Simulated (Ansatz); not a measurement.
# Sc: 7 runs along one coordinate

System: Sc (P-1, 1 atom in the cell).
Method: Kohn-Sham DFT of a periodic cell, PBE, all-electron LAPW, scalar-relativistic, no spin polarisation (Ansatz 0.2.0).

The 7 runs differ only in the geometry, by an even scaling of the cell at fixed fractional positions. The structure derives from a Materials Project entry.

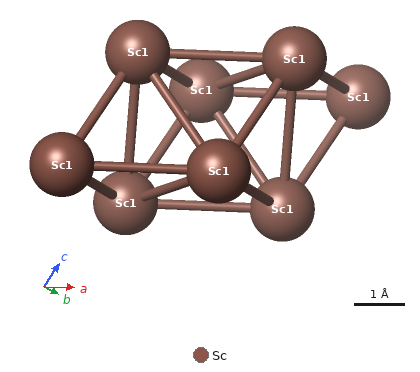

Figure 1. The structure of run 4 (ball-and-stick view of the cell of the calculation, seen at an oblique angle; atoms are numbered from 1 in the order of the input).

### Input of run 4
```yaml
crystal:
  lattice:
    - [3.2019616822, 0.0, 0.0]
    - [1.5021078373, 2.8441406042, 0.0]
    - [1.5489936237, 0.926446803, 2.6741812389]
  atoms:
    - { symbol: Sc, position: [0.0, 0.0, 0.0] }
kpoints:
  mp_grid: { grid: [10, 10, 10] }
scf:
  occupations: { method: fermi_dirac, width: 0.05 }
hamiltonian:
  xc: pbe
  pseudopotentials: { kind: all_electron, lapw: { basis_error: 0.0005 } }
output:
  forces: true
  stress: true
  eigenvalues: true
```

Command:
```bash
ansatz run input.yaml --threads 1 --pin off --max-ram 3072MiB --backend cpu --events-out ev --progress --plain --runs-dir out
```

Lattice vectors (Å) and fractional positions of run 4:
```
   3.201962    0.000000    0.000000
   1.502108    2.844141    0.000000
   1.548994    0.926447    2.674181
Sc  0.000000  0.000000  0.000000
```

Run 2 differs from it as follows:
```diff
-    - [3.2019616822, 0.0, 0.0]
-    - [1.5021078373, 2.8441406042, 0.0]
-    - [1.5489936237, 0.926446803, 2.6741812389]
+    - [3.1586866249, 0.0, 0.0]
+    - [1.4818065941, 2.8057015597, 0.0]
+    - [1.5280587111, 0.9139257167, 2.6380392241]
```

### Results, with one run withheld

```tsv
run	volume per atom (Å³)	free energy per atom, from the lowest run given (meV)	pressure (GPa)
1	22.892	23.20	4.35
2	23.379	?	?
3	23.866	4.60	1.85
4	24.353	0.69	0.74
5	24.840	0.00	−0.27
6	25.327	2.28	−1.22
7	25.815	7.32	−2.09
```

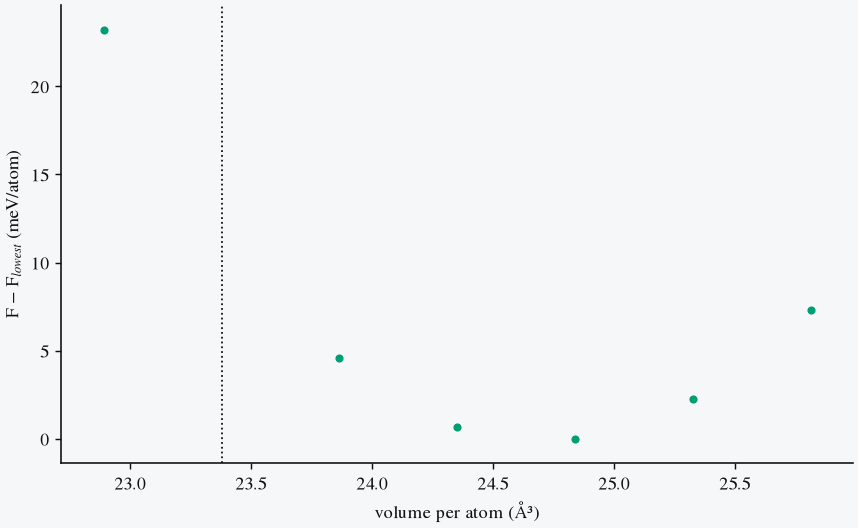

Figure 2. Free energy per atom of the runs given; the dotted line marks run 2.

Estimate the energy of run 2 from the others.

A cubic polynomial in V^(−2/3) (the Birch–Murnaghan form), fitted to the 6 runs given, misses them by under 0.01 meV per atom. With x = V^(−2/3) − 0.11860 Å⁻², it reads F = 0.19891 + 892.78 x + 6.2765e+05 x² − 2.4388e+06 x³ (meV per atom). At run 2 it gives 12.01 meV per atom, and the run itself gives 12.00. The slope of the fit gives a pressure −dF/dV of 3.04 GPa there, and the run prints 3.04 GPa. The fit has its minimum at 24.704 Å³ per atom, where V d²F/dV² gives 50.7 GPa. Cell shape and fractional positions are held, so this is the stiffness under even scaling; the relaxed bulk modulus wasn't computed.

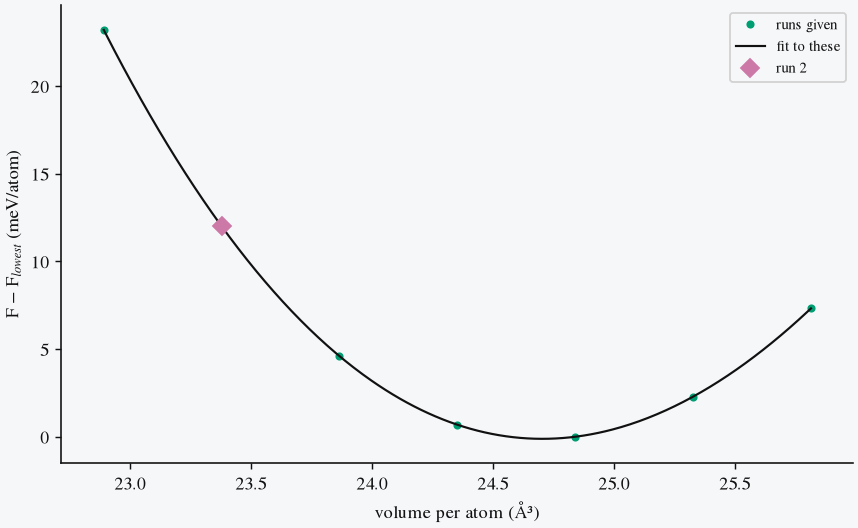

Figure 3. The fit and the withheld run.

### Output, shortened to warnings, some set-up lines, iterations and results (run 2)
```
Basis set: ecut = 191.88507998300796 eV, 137 PW (Γ), exchange–correlation at level 2
Symmetry: 2 space group operations
k-points: 504 of 1000
Initial density: superposition of atomic densities (chi_scale 0.1, normalization cell)
[...]
SCF iter   1: F=—  HF=-20795.533300 eV  |F-HF|=—  |Δ(HF+E_count)|=         —  Δρ=1.13e-2  dr2=2.96e-2  ethr=2.67e-4  ⟨swp⟩=3.0  Hψ=38013  notcnv=0
SCF iter   2: F=—  HF=-20795.494301 eV  |F-HF|=—  |Δ(HF+E_count)|=   3.90e-2  Δρ=4.93e-3  dr2=6.38e-3  ethr=2.67e-4  ⟨swp⟩=2.0  Hψ=16611  notcnv=0
SCF iter   3: F=—  HF=-20795.494607 eV  |F-HF|=—  |Δ(HF+E_count)|=   3.06e-4  Δρ=2.41e-3  dr2=1.47e-3  ethr=5.80e-5  ⟨swp⟩=2.0  Hψ=14566  notcnv=0
SCF iter   4: F=—  HF=-20795.494901 eV  |F-HF|=—  |Δ(HF+E_count)|=   2.95e-4  Δρ=1.27e-4  dr2=3.31e-6  ethr=3.02e-8  ⟨swp⟩=2.7  Hψ=25077  notcnv=0
SCF iter   5: F=-20795.494903 eV  HF=-20795.494903 eV  |F-HF|=1.94e-8  |Δ(HF+E_count)|=   1.61e-6  Δρ=1.14e-5  dr2=2.23e-8  ethr=3.01e-8  ⟨swp⟩=2.7  Hψ=14988  notcnv=0
SCF 1 converged in 5 iterations: F = -20795.494903 eV  dr2 = 2.23e-8
SCF converged after 5 iterations
Free energy (F): -20795.494903 eV
Harris-Foulkes:  -20795.494903 eV  (|F-HF|=1.94e-8)
Internal energy: -20795.478048 eV  (E = F + TS)
E sigma→0 (E₀):  -20795.486476 eV
Entropy (-TS):   -0.016855 eV (-16.855 meV/atom)
Fermi energy:    10.260153 eV
--- Per-component energies (eV) ---
  E_band       = -156.881175
  E_kinetic    = 20977.876998
  E_xc         = -1063.886968
  E_electrostatic = -40709.468078  (all electrons and nuclei)
  E_smearing   = -0.016855  (= −TS)
  E_closure    = 0.000000  (closes the sum)
  E_atoms      = -20790.993794  (free atoms, spherical and without spin; not in F)
  Σ components = -20795.494903   (vs F -20795.494903, Δ=0.00e0)
  Basis errors (estimates in eV, not in F): energy 4.2e-5 per atom: plane waves 3.5e-5 (1.8e-5 summed), levels above the bands 2.9e-60, relativity 5.2e-9, radial functions 7.0e-6, core shells 1.1e-8; eigenvalues (radial functions only) 3.9e-7; not estimated: angular momenta, meshes, grids; target …
--- Forces (eV/Å), atoms counted from 1 ---
  atom   1  Sc     0.00000000     0.00000000     0.00000000
  max |Σ_I F_I| component: 0.00e0 eV/Å
--- Stress (GPa, compression-positive) ---
        4.083541       1.071100       0.565300
        1.071100       2.509437       0.478832
        0.565300       0.478832       2.534131
  P = ⅓ Tr σ = 3.0424 GPa (30.424 kbar)
```
